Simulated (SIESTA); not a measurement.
# Energy of SiO₂ along an even scaling of the cell

System: SiO₂ (Fddd, 12 atoms in the cell).
Method: Kohn-Sham DFT of a periodic cell, LDA, PseudoDojo 0.4 standard, converted to PSML, no spin polarisation (SIESTA 5.4.2).

The 7 runs differ only in the geometry, by an even scaling of the cell at fixed fractional positions. The structure derives from a Materials Project entry.

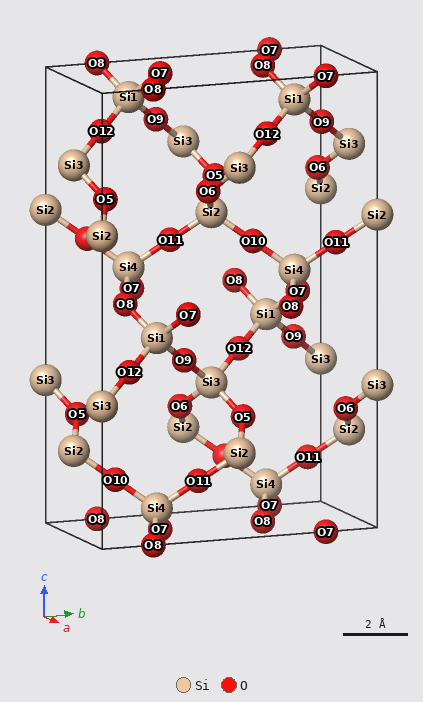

Figure 1. The structure of run 4 (ball-and-stick view of the cell 4 times as large as that of the calculation, set on its symmetry axes, seen slightly off an axis; atoms are numbered from 1 in the order of the input). An atom can appear more than once, as a periodic image.

### Input of run 4
```
SystemName                      SiO2
SystemLabel                     SiO2
NumberOfSpecies                 2
NumberOfAtoms                   12
%block ChemicalSpeciesLabel
  1  14 Si
  2   8 O
%endblock ChemicalSpeciesLabel

LatticeConstant                 1.0 Ang
%block LatticeVectors
     0.0000000000     4.7162571100     7.3627753715
     2.3595806657     0.0000000000     7.3627753715
     2.3595806657     4.7162571100     0.0000000000
%endblock LatticeVectors
AtomicCoordinatesFormat         Fractional
%block AtomicCoordinatesAndAtomicSpecies
     0.9367689200     0.9367689200     0.5632310800  1  Si
     0.6867689200     0.6867689200     0.3132310800  1  Si
     0.3132310800     0.3132310800     0.6867689200  1  Si
     0.5632310800     0.5632310800     0.9367689200  1  Si
     0.0634396000     0.4365604000     0.0634396000  2  O
     0.4365604000     0.0634396000     0.4365604000  2  O
     0.8134396000     0.1865604000     0.8134396000  2  O
     0.1865604000     0.8134396000     0.1865604000  2  O
     0.1250000000     0.6250000000     0.6250000000  2  O
     0.6250000000     0.6250000000     0.6250000000  2  O
     0.6250000000     0.6250000000     0.1250000000  2  O
     0.6250000000     0.1250000000     0.6250000000  2  O
%endblock AtomicCoordinatesAndAtomicSpecies

%block kgrid.MonkhorstPack
    5   0   0  0.0
    0   5   0  0.0
    0   0   5  0.0
%endblock kgrid.MonkhorstPack
XC.Functional                   LDA
XC.Authors                      PW92
PAO.BasisSize                   DZP
PAO.EnergyShift                 0.003 Ry
Mesh.Cutoff                     800 Ry
OccupationFunction              FD
ElectronicTemperature           0.05 eV
MaxSCFIterations                120
SCF.MustConverge                false
SCF.Mixer.Method                Pulay
SCF.Mixer.Weight                0.25
SCF.Mixer.History               8
SCF.DM.Tolerance                5.0e-05
SCF.H.Tolerance                 1.0e-03 eV
WriteForces                     true
Charge.Mulliken                 end
```

Command:
```bash
siesta < SiO2.fdf > SiO2.out 2>&1
```

Lattice vectors (Å) and fractional positions of run 4:
```
   0.000000    4.716257    7.362775
   2.359581    0.000000    7.362775
   2.359581    4.716257    0.000000
Si  0.936769  0.936769  0.563231
Si  0.686769  0.686769  0.313231
Si  0.313231  0.313231  0.686769
Si  0.563231  0.563231  0.936769
O   0.063440  0.436560  0.063440
O   0.436560  0.063440  0.436560
O   0.813440  0.186560  0.813440
O   0.186560  0.813440  0.186560
O   0.125000  0.625000  0.625000
O   0.625000  0.625000  0.625000
O   0.625000  0.625000  0.125000
O   0.625000  0.125000  0.625000
```

Run 3 differs from it as follows:
```diff
-     0.0000000000     4.7162571100     7.3627753715
-     2.3595806657     0.0000000000     7.3627753715
-     2.3595806657     4.7162571100     0.0000000000
+     0.0000000000     4.6846034240     7.3133592828
+     2.3437440767     0.0000000000     7.3133592828
+     2.3437440767     4.6846034240     0.0000000000
```

### Results, with one run withheld

| run | volume per atom (Å³) | free energy per atom, from the lowest run given (meV) | pressure (GPa) | gap on the mesh (eV) |
| --- | --- | --- | --- | --- |
| 1 | 12.837 | 27.53 | 11.78 | 6.14 |
| 2 | 13.110 | 11.34 | 7.31 | 6.03 |
| 3 | 13.383 | ? | ? | ? |
| 4 | 13.656 | 0.00 | −0.38 | 5.78 |
| 5 | 13.929 | 3.52 | −3.68 | 5.64 |
| 6 | 14.202 | 12.39 | −6.66 | 5.49 |
| 7 | 14.475 | 26.09 | −9.36 | 5.33 |

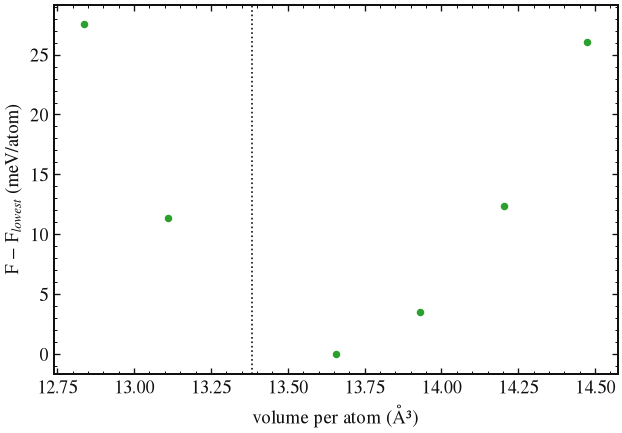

Figure 2. Free energy per atom of the runs given; the dotted line marks run 3.

Estimate the energy of run 3 from the others.

A cubic polynomial in V^(−2/3) (the Birch–Murnaghan form), fitted to the 6 runs given, misses them by under 0.01 meV per atom. With x = V^(−2/3) − 0.17482 Å⁻², it reads F = 0.085652 − 514.88 x + 5.4503e+05 x² + 77842 x³ (meV per atom). At run 3 it gives 2.40 meV per atom, and the run itself gives 2.40. The slope of the fit gives a pressure −dF/dV of 3.26 GPa there, and the run prints 3.26 GPa. The fit has its minimum at 13.626 Å³ per atom, where V d²F/dV² gives 175 GPa. Cell shape and fractional positions are held, so this is the stiffness under even scaling; the relaxed bulk modulus wasn't computed. The gap on the mesh goes, without turning, from 6.14 eV in run 1 to 5.33 eV in run 7; run 3 has 5.91 eV. These are gaps of this functional on this mesh, which can miss the band edges; they aren't the measured gap.

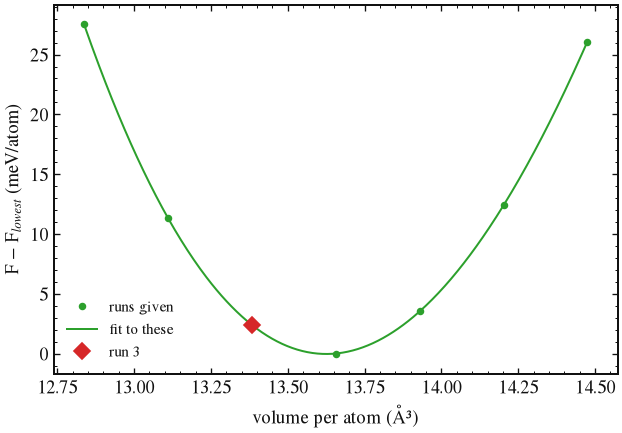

Figure 3. The fit and the withheld run.

### Some lines of the output (run 3)
```
[...]
outcell: Cell volume (Ang**3)        :    160.5942
stepf: Fermi-Dirac step function
siesta: Etot    =     -4055.772060
siesta: FreeEng =     -4055.772060
        iscf     Eharris(eV)        E_KS(eV)     FreeEng(eV)     dDmax    Ef(eV) dHmax(eV)
siesta: E_KS(eV) =            -4069.6420
siesta: E_KS - E_eggbox =     -4069.6420
siesta: Etot    =     -4069.642026
siesta: FreeEng =     -4069.642026
siesta:         Fermi =      -5.435822
siesta: Cell volume =        160.594225 Ang**3
    Orbital volume contribution        =           6.775405 eV
```

Notes: Points of doubt noted for this run: mulliken charges of long orbitals. With a small basis of atomic orbitals these values can differ much from converged plane-wave results.
